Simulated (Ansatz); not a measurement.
In15P16 (charge −1): geometry relaxation (part 3 of 3)

Continued. System: In15P16 (defect cell, 31 atoms in the cell, total charge −1). Method: DFT PBE, scalar-relativistic, plane waves, PAW, spin-polarised (Ansatz 0.2.0); cutoff 420 eV, 2×2×2 k-mesh, Gaussian smearing of 0.02 eV, collinear spins. The structure derives from a Materials Project entry. It belongs to a series of runs on one base structure; here: In vacancy (site a), charge -1, atoms relaxed at the host's cell.

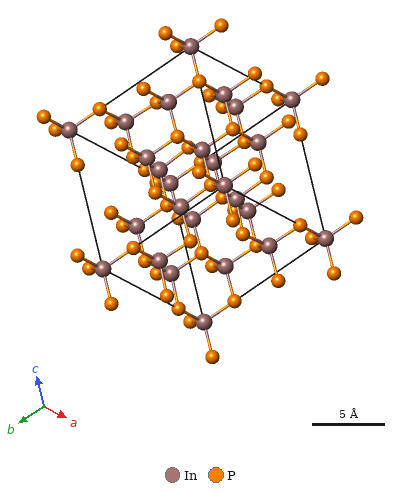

Figure 1. The geometry at step 2 of the log (ball-and-stick view of the cell of the calculation, seen at an oblique angle; bonded neighbours outside the cell are drawn too).

## What the program printed, continued
```
  k-point 0 ↓: bands = ["-8.3179", "-8.3179", "-8.3179", "-8.3170", "-8.3170", "-8.3146", "-8.3146", "-8.3146", "-8.3097", "-8.2700", "-8.2700", "-8.2700", "-8.2500", "-8.2287", "-8.2287", "-8.2287", "-8.1866", "-8.1866", "-8.1854", "-8.1854", "-8.1854", "-8.1692", "-8.1692", "-8.1692", "-8.1634", "-8.1540", "-8.1540", "-8.1540", "-8.1492", "-8.1492", "-8.1492", "-8.1460", "-8.1460", "-8.1386", "-8.1386", "-8.1386", "-8.1374", "-8.1374", "-8.1374", "-8.1239",
      "-8.1239", "-8.1224", "-8.1220", "-8.1220", "-8.1220", "-8.1154", "-8.1154", "-8.1154", "-8.1139", "-8.1139", "-8.1139", "-8.0785", "-8.0761", "-8.0761", "-8.0761", "-8.0728", "-8.0728", "-8.0704", "-8.0704", "-8.0704", "-8.0693", "-8.0693", "-8.0693", "-8.0511", "-8.0511", "-8.0511", "-8.0492", "-8.0492", "-8.0488", "-8.0488", "-8.0488", "-8.0472", "-8.0455", "-8.0455", "-8.0455", "-4.5924", "-4.5924", "-4.5924", "-4.3449", "-3.4611",
      "-3.4611", "-3.4611", "-3.4567", "-3.4567", "-3.4467", "-3.4467", "-3.4467", "-3.1377", "-3.1377", "-3.1377", "-2.9682", "0.8010", "0.8010", "0.8010", "0.8397", "0.8397", "0.8397", "0.8416", "0.8416", "0.8926", "0.8926", "0.8926", "2.1240", "2.6374", "2.6374", "2.6374", "3.2140", "3.4182", "3.4182", "3.4182", "3.4330", "3.4330", "3.4491", "3.4491", "3.4491", "3.6704", "3.6704", "3.6704", "4.3130", "4.3130",
      "4.3130", "4.3544", "4.3602", "4.3602", "4.4036", "4.4036", "4.4036", "4.6994", "4.8711", "4.8711", "4.8711", "5.4418", "5.4418", "5.4418", "5.4456", "5.4456", "6.0077", "6.0077", "6.0077", "7.6448", "7.6448", "7.6448", "7.9291", "8.4251", "8.4251", "8.4748", "8.4748", "8.4748", "8.4850", "8.4850", "8.4850", "8.6765", "8.6765", "8.6765", "9.2463", "10.1214", "10.1214", "10.1214", "10.1893", "10.1893",
      "10.1893", "10.2416", "10.2416", "10.3331", "10.3331", "10.3331", "10.6620", "10.6620", "10.6940", "10.6940"]
  k-point 1 ↓: bands = ["-8.3330", "-8.3330", "-8.3276", "-8.3135", "-8.3091", "-8.3091", "-8.3048", "-8.2959", "-8.2959", "-8.2777", "-8.2686", "-8.2636", "-8.2511", "-8.2452", "-8.2452", "-8.2169", "-8.1894", "-8.1894", "-8.1814", "-8.1812", "-8.1812", "-8.1806", "-8.1622", "-8.1601", "-8.1601", "-8.1595", "-8.1546", "-8.1528", "-8.1492", "-8.1492", "-8.1481", "-8.1452", "-8.1452", "-8.1440", "-8.1425", "-8.1425", "-8.1397", "-8.1381", "-8.1381", "-8.1372",
      "-8.1325", "-8.1298", "-8.1291", "-8.1206", "-8.1127", "-8.1127", "-8.1124", "-8.1112", "-8.1081", "-8.1057", "-8.0979", "-8.0901", "-8.0809", "-8.0773", "-8.0773", "-8.0735", "-8.0720", "-8.0720", "-8.0642", "-8.0621", "-8.0607", "-8.0586", "-8.0584", "-8.0584", "-8.0559", "-8.0553", "-8.0553", "-8.0540", "-8.0538", "-8.0538", "-8.0475", "-8.0468", "-8.0468", "-8.0431", "-8.0415", "-4.9360", "-4.2434", "-4.1875", "-4.1875", "-4.0670",
      "-3.7072", "-3.6834", "-3.6834", "-3.6134", "-3.2825", "-3.2779", "-3.2211", "-3.2211", "-2.9525", "-2.9096", "-2.9096", "0.5013", "0.5338", "0.7426", "0.7846", "0.7858", "0.7858", "0.8835", "0.8835", "0.8943", "1.1158", "1.7289", "2.1283", "2.1917", "2.1917", "2.9656", "2.9783", "3.0363", "3.0363", "3.5011", "3.5063", "3.5901", "3.5901", "3.7338", "4.0410", "4.0410", "4.1117", "4.1408", "4.1448", "4.1448",
      "4.1908", "4.1917", "4.1917", "4.2034", "4.2278", "4.4981", "4.4981", "4.6271", "4.9295", "5.0234", "5.0234", "5.0530", "5.0995", "5.1601", "5.3262", "5.3262", "5.6118", "5.9424", "5.9424", "7.9441", "8.0432", "8.1959", "8.1959", "8.2608", "8.3345", "8.5961", "8.7334", "8.7334", "8.8844", "8.9519", "8.9797", "8.9902", "8.9902", "9.2491", "9.2612", "9.3271", "9.3271", "9.4367", "9.4911", "9.6174",
      "9.6929", "9.6929", "10.3959", "10.5550", "10.5550", "10.5741", "10.5828", "10.6497", "10.6640", "10.6640"]
--- Relaxed structure (3 steps of the walk, 3 accepted, 0 SCFs on fresh bases) ---
  F+E_penalty+E_count = -96056.11496257 eV   max|allowed force component| = 6.310e-3 eV/Å
  atoms:
    - { symbol: In, position: [0.49999999999999994, 0.7435939552747559, 0.7505521647013425] }
    - { symbol: In, position: [0.49999999999999994, 2.4738863092817215e-20, 0.49999999999999994] }
    - { symbol: In, position: [0.7435939552747559, 0.2505521647013425, 0.0] }
    - { symbol: In, position: [0.5, 0.2505521647013425, 0.24359395527475594] }
    - { symbol: In, position: [0.7435939552747559, 0.49999999999999994, 0.7505521647013425] }
    - { symbol: In, position: [0.7494478352986574, 0.7494478352986574, 0.49304179057341346] }
    - { symbol: In, position: [1.614719714842516e-20, 2.4738863092817155e-20, 3.759426934045025e-22] }
    - { symbol: In, position: [0.7494478352986574, -0.006958209426586509, 0.24944783529865744] }
    - { symbol: In, position: [0.006958209426586481, 0.256406044725244, 0.7564060447252439] }
    - { symbol: In, position: [1.6147197148425003e-20, 0.49999999999999994, 0.49999999999999994] }
    - { symbol: In, position: [0.2505521647013425, 0.7435939552747559, 0.0] }
    - { symbol: In, position: [-0.006958209426586509, 0.7494478352986574, 0.24944783529865744] }
    - { symbol: In, position: [0.256406044725244, 0.006958209426586481, 0.7564060447252439] }
    - { symbol: In, position: [0.25640604472524403, 0.25640604472524403, 0.5069582094265865] }
    - { symbol: In, position: [0.2505521647013425, 0.5, 0.24359395527475594] }
    - { symbol: P, position: [0.2641842737628325, 0.5, 0.0] }
    - { symbol: P, position: [0.2511862414421062, 0.7509678847659251, 0.751186241442106] }
    - { symbol: P, position: [0.2490321152340747, 0.00021835667618094745, 0.5002183566761809] }
    - { symbol: P, position: [0.5, 0.2641842737628325, 0.0] }
    - { symbol: P, position: [0.2511862414421062, 0.2511862414421062, 0.2509678847659252] }
    - { symbol: P, position: [0.5, 0.5, 0.7641842737628325] }
    - { symbol: P, position: [0.49999999999999994, 0.7488137585578938, 0.4997816433238189] }
    - { symbol: P, position: [0.7488137585578938, -0.00021835667618103072, 0.0] }
    - { symbol: P, position: [0.4999999999999999, -0.00021835667618100296, 0.24881375855789375] }
    - { symbol: P, position: [0.7509678847659251, 0.2511862414421062, 0.751186241442106] }
    - { symbol: P, position: [0.7488137585578938, 0.49999999999999994, 0.4997816433238189] }
    - { symbol: P, position: [-0.00021835667618103072, 0.7488137585578938, 0.0] }
    - { symbol: P, position: [0.7358157262371674, 0.7358157262371674, 0.23581572623716746] }
    - { symbol: P, position: [0.0002183566761809197, 0.0002183566761809197, 0.7490321152340746] }
    - { symbol: P, position: [0.00021835667618094745, 0.2490321152340747, 0.5002183566761809] }
    - { symbol: P, position: [-0.00021835667618100296, 0.4999999999999999, 0.24881375855789375] }
--- Löwdin populations: 31 sites ---
  site symbol       q [e]    m [muB]
     0     In     12.7354    -0.0025
     1     In     12.7306     0.0046
     2     In     12.7354    -0.0025
     3     In     12.7354    -0.0025
     4     In     12.7354    -0.0025
     5     In     12.7354    -0.0025
     6     In     12.7306     0.0046
     7     In     12.7354    -0.0025
     8     In     12.7354    -0.0025
     9     In     12.7306     0.0046
    10     In     12.7354    -0.0025
    11     In     12.7354    -0.0025
    12     In     12.7354    -0.0025
    13     In     12.7354    -0.0025
    14     In     12.7354    -0.0025
    15      P      5.2438     0.3575
    16      P      5.2754     0.0479
    17      P      5.2754     0.0479
    18      P      5.2438     0.3575
    19      P      5.2754     0.0479
    20      P      5.2438     0.3575
    21      P      5.2754     0.0479
    22      P      5.2754     0.0479
    23      P      5.2754     0.0479
    24      P      5.2754     0.0479
    25      P      5.2754     0.0479
    26      P      5.2754     0.0479
    27      P      5.2438     0.3575
    28      P      5.2754     0.0479
    29      P      5.2754     0.0479
    30      P      5.2754     0.0479
  spilling = 0.002549 (of n_electrons = 276.000000)
```

## File populations.tsv
```
# site	symbol	l	j	q_up	q_dn
# orbitals = lowdin
# n_electrons = 276.000000
# spilling = 0.002549
0	In	0_5S	-	0.534921	0.538686
0	In	1_5P	-	0.840091	0.839978
0	In	2_4D	-	4.991463	4.990301
1	In	0_5S	-	0.536613	0.539125
1	In	1_5P	-	0.839614	0.833046
1	In	2_4D	-	4.991379	4.990823
2	In	0_5S	-	0.534921	0.538686
2	In	1_5P	-	0.840091	0.839978
2	In	2_4D	-	4.991463	4.990301
3	In	0_5S	-	0.534921	0.538686
3	In	1_5P	-	0.840091	0.839978
3	In	2_4D	-	4.991463	4.990301
4	In	0_5S	-	0.534921	0.538686
4	In	1_5P	-	0.840091	0.839978
4	In	2_4D	-	4.991463	4.990301
5	In	0_5S	-	0.534921	0.538686
5	In	1_5P	-	0.840091	0.839978
5	In	2_4D	-	4.991463	4.990301
6	In	0_5S	-	0.536613	0.539125
6	In	1_5P	-	0.839614	0.833046
6	In	2_4D	-	4.991379	4.990823
7	In	0_5S	-	0.534921	0.538686
7	In	1_5P	-	0.840091	0.839978
7	In	2_4D	-	4.991463	4.990301
8	In	0_5S	-	0.534921	0.538686
8	In	1_5P	-	0.840091	0.839978
8	In	2_4D	-	4.991463	4.990301
9	In	0_5S	-	0.536613	0.539125
9	In	1_5P	-	0.839614	0.833046
9	In	2_4D	-	4.991379	4.990823
10	In	0_5S	-	0.534921	0.538686
10	In	1_5P	-	0.840091	0.839978
10	In	2_4D	-	4.991463	4.990301
11	In	0_5S	-	0.534921	0.538686
11	In	1_5P	-	0.840091	0.839978
11	In	2_4D	-	4.991463	4.990301
12	In	0_5S	-	0.534921	0.538686
12	In	1_5P	-	0.840091	0.839978
12	In	2_4D	-	4.991463	4.990301
13	In	0_5S	-	0.534921	0.538686
13	In	1_5P	-	0.840091	0.839978
13	In	2_4D	-	4.991463	4.990301
14	In	0_5S	-	0.534921	0.538686
14	In	1_5P	-	0.840091	0.839978
14	In	2_4D	-	4.991463	4.990301
15	P	0_3S	-	0.786951	0.766357
15	P	1_3P	-	2.013689	1.676777
16	P	0_3S	-	0.727254	0.727030
16	P	1_3P	-	1.934367	1.886719
17	P	0_3S	-	0.727254	0.727030
17	P	1_3P	-	1.934367	1.886719
18	P	0_3S	-	0.786951	0.766357
18	P	1_3P	-	2.013689	1.676777
19	P	0_3S	-	0.727254	0.727030
19	P	1_3P	-	1.934367	1.886719
20	P	0_3S	-	0.786951	0.766357
20	P	1_3P	-	2.013689	1.676777
21	P	0_3S	-	0.727254	0.727030
21	P	1_3P	-	1.934367	1.886719
22	P	0_3S	-	0.727254	0.727030
22	P	1_3P	-	1.934367	1.886719
23	P	0_3S	-	0.727254	0.727030
23	P	1_3P	-	1.934367	1.886719
24	P	0_3S	-	0.727254	0.727030
24	P	1_3P	-	1.934367	1.886719
25	P	0_3S	-	0.727254	0.727030
25	P	1_3P	-	1.934367	1.886719
26	P	0_3S	-	0.727254	0.727030
26	P	1_3P	-	1.934367	1.886719
27	P	0_3S	-	0.786951	0.766357
27	P	1_3P	-	2.013689	1.676777
28	P	0_3S	-	0.727254	0.727030
28	P	1_3P	-	1.934367	1.886719
29	P	0_3S	-	0.727254	0.727030
29	P	1_3P	-	1.934367	1.886719
30	P	0_3S	-	0.727254	0.727030
30	P	1_3P	-	1.934367	1.886719
```

## Trajectory as extended XYZ (Å, eV, eV/Å), 3 frames, from step=1 to step=3
```
31
Lattice="-5.9598 5.9598 5.9598 5.9598 -5.9598 5.9598 5.9598 5.9598 -5.9598" Properties=species:S:1:pos:R:3:forces:R:3 step=1 energy=-96056.09586
In    5.9456    3.0129    2.9469   -0.1162   0.0342  -0.0342
In    0.0000    5.9598    0.0000    0.0000   0.0000   0.0000
In   -2.9469    2.9469    5.9456    0.0342  -0.0342  -0.1162
In   -0.0142    2.9469    3.0129   -0.1162  -0.0342   0.0342
In    3.0129    5.9456    2.9469    0.0342  -0.1162  -0.0342
In    2.9469    2.9469    5.9740   -0.0342  -0.0342   0.1162
In    0.0000    0.0000    0.0000    0.0000   0.0000   0.0000
In   -3.0129    5.9740    2.9469   -0.0342   0.1162  -0.0342
In    5.9740    3.0129   -2.9469    0.1162   0.0342   0.0342
In    5.9598    0.0000    0.0000    0.0000   0.0000   0.0000
In    2.9469   -2.9469    5.9456   -0.0342   0.0342  -0.1162
In    5.9740   -3.0129    2.9469    0.1162  -0.0342  -0.0342
In    3.0129    5.9740   -2.9469    0.0342   0.1162   0.0342
In    3.0129    3.0129    0.0142    0.0342   0.0342   0.1162
In    2.9469   -0.0142    3.0129   -0.0342  -0.1162   0.0342
P     1.4305   -1.4305    4.5293   -0.0174   0.0174   0.0174
P     7.4561    1.4948    1.4963    0.0069  -0.0624   0.0069
P     1.4948    4.4635   -1.4963   -0.0624  -0.0069  -0.0069
P    -1.4305    1.4305    4.5293    0.0174  -0.0174   0.0174
P     1.4963    1.4963    1.4948    0.0069   0.0069  -0.0624
P     4.5293    4.5293    1.4305    0.0174   0.0174  -0.0174
P     4.4650    1.4963    4.4635    0.0624   0.0069  -0.0069
P    -4.4635    4.4635    4.4650    0.0069  -0.0069   0.0624
P    -1.4948    4.4635    1.4963    0.0624  -0.0069   0.0069
P     1.4948    7.4561    1.4963   -0.0624   0.0069   0.0069
P     1.4963    4.4650    4.4635    0.0069   0.0624  -0.0069
P     4.4635   -4.4635    4.4650   -0.0069   0.0069   0.0624
P     1.4305    1.4305    7.3903   -0.0174  -0.0174  -0.0174
P     4.4635    4.4635   -4.4650   -0.0069  -0.0069  -0.0624
P     4.4635    1.4948   -1.4963   -0.0069  -0.0624  -0.0069
P     4.4635   -1.4948    1.4963   -0.0069   0.0624   0.0069
31
Lattice="-5.9598 5.9598 5.9598 5.9598 -5.9598 5.9598 5.9598 5.9598 -5.9598" Properties=species:S:1:pos:R:3:forces:R:3 step=2 energy=-96056.11318
In    5.9226    3.0257    2.9341    0.0289  -0.0277   0.0277
In    0.0000    5.9598    0.0000    0.0000   0.0000   0.0000
In   -2.9341    2.9341    5.9226   -0.0277   0.0277   0.0289
In   -0.0372    2.9341    3.0257    0.0289   0.0277  -0.0277
In    3.0257    5.9226    2.9341   -0.0277   0.0289   0.0277
In    2.9341    2.9341    5.9970    0.0277   0.0277  -0.0289
In    0.0000    0.0000    0.0000    0.0000   0.0000   0.0000
In   -3.0257    5.9970    2.9341    0.0277  -0.0289   0.0277
In    5.9970    3.0257   -2.9341   -0.0289  -0.0277  -0.0277
In    5.9598    0.0000    0.0000    0.0000   0.0000   0.0000
In    2.9341   -2.9341    5.9226    0.0277  -0.0277   0.0289
In    5.9970   -3.0257    2.9341   -0.0289   0.0277   0.0277
In    3.0257    5.9970   -2.9341   -0.0277  -0.0289  -0.0277
In    3.0257    3.0257    0.0372   -0.0277  -0.0277  -0.0289
In    2.9341   -0.0372    3.0257    0.0277   0.0289  -0.0277
P     1.4005   -1.4005    4.5593   -0.0092   0.0092   0.0092
P     7.4561    1.4962    1.4963    0.0059   0.0214   0.0059
P     1.4962    4.4635   -1.4963    0.0214  -0.0059  -0.0059
P    -1.4005    1.4005    4.5593    0.0092  -0.0092   0.0092
P     1.4963    1.4963    1.4962    0.0059   0.0059   0.0214
P     4.5593    4.5593    1.4005    0.0092   0.0092  -0.0092
P     4.4636    1.4963    4.4635   -0.0214   0.0059  -0.0059
P    -4.4635    4.4635    4.4636    0.0059  -0.0059  -0.0214
P    -1.4962    4.4635    1.4963   -0.0214  -0.0059   0.0059
P     1.4962    7.4561    1.4963    0.0214   0.0059   0.0059
P     1.4963    4.4636    4.4635    0.0059  -0.0214  -0.0059
P     4.4635   -4.4635    4.4636   -0.0059   0.0059  -0.0214
P     1.4005    1.4005    7.3603   -0.0092  -0.0092  -0.0092
P     4.4635    4.4635   -4.4636   -0.0059  -0.0059   0.0214
P     4.4635    1.4962   -1.4963   -0.0059   0.0214  -0.0059
P     4.4635   -1.4962    1.4963   -0.0059  -0.0214   0.0059
31
Lattice="-5.9598 5.9598 5.9598 5.9598 -5.9598 5.9598 5.9598 5.9598 -5.9598" Properties=species:S:1:pos:R:3:forces:R:3 step=3 energy=-96056.11496
In    5.9249    3.0214    2.9384   -0.0013  -0.0031   0.0031
In    0.0000    5.9598    0.0000    0.0000   0.0000   0.0000
In   -2.9384    2.9384    5.9249   -0.0031   0.0031  -0.0013
In   -0.0349    2.9384    3.0214   -0.0013   0.0031  -0.0031
In    3.0214    5.9249    2.9384   -0.0031  -0.0013   0.0031
In    2.9384    2.9384    5.9947    0.0031   0.0031   0.0013
In    0.0000    0.0000    0.0000    0.0000   0.0000   0.0000
In   -3.0214    5.9947    2.9384    0.0031   0.0013   0.0031
In    5.9947    3.0214   -2.9384    0.0013  -0.0031  -0.0031
In    5.9598    0.0000    0.0000    0.0000   0.0000   0.0000
In    2.9384   -2.9384    5.9249    0.0031  -0.0031  -0.0013
In    5.9947   -3.0214    2.9384    0.0013   0.0031   0.0031
In    3.0214    5.9947   -2.9384   -0.0031   0.0013  -0.0031
In    3.0214    3.0214    0.0349   -0.0031  -0.0031   0.0013
In    2.9384   -0.0349    3.0214    0.0031  -0.0013  -0.0031
P     1.4054   -1.4054    4.5544   -0.0021   0.0021   0.0021
P     7.4555    1.4983    1.4957    0.0034  -0.0063   0.0034
P     1.4983    4.4641   -1.4957   -0.0063  -0.0034  -0.0034
P    -1.4054    1.4054    4.5544    0.0021  -0.0021   0.0021
P     1.4957    1.4957    1.4983    0.0034   0.0034  -0.0063
P     4.5544    4.5544    1.4054    0.0021   0.0021  -0.0021
P     4.4615    1.4957    4.4641    0.0063   0.0034  -0.0034
P    -4.4641    4.4641    4.4615    0.0034  -0.0034   0.0063
P    -1.4983    4.4641    1.4957    0.0063  -0.0034   0.0034
P     1.4983    7.4555    1.4957   -0.0063   0.0034   0.0034
P     1.4957    4.4615    4.4641    0.0034   0.0063  -0.0034
P     4.4641   -4.4641    4.4615   -0.0034   0.0034   0.0063
P     1.4054    1.4054    7.3652   -0.0021  -0.0021  -0.0021
P     4.4641    4.4641   -4.4615   -0.0034  -0.0034  -0.0063
P     4.4641    1.4983   -1.4957   -0.0034  -0.0063  -0.0034
P     4.4641   -1.4983    1.4957   -0.0034   0.0063   0.0034
```

## Key numbers

```csv
quantity,value
outcome,converged
electrons treated,276
free energy,−96056.1150 eV
Fermi energy,5.929 eV
gap on the k-point mesh,none (metallic)
net moment of the cell,2.00 μB
integrated absolute moment,2.10 μB
final volume,846.74 Å³
largest force (length of the vector) at the end,0.008 eV/Å
hardware,"4 threads of Arm Neoverse V1, 24 GiB of memory available, shared host"
wall time,2.2 min (CPU time 8.5 min)
peak memory,2.8 GiB
```
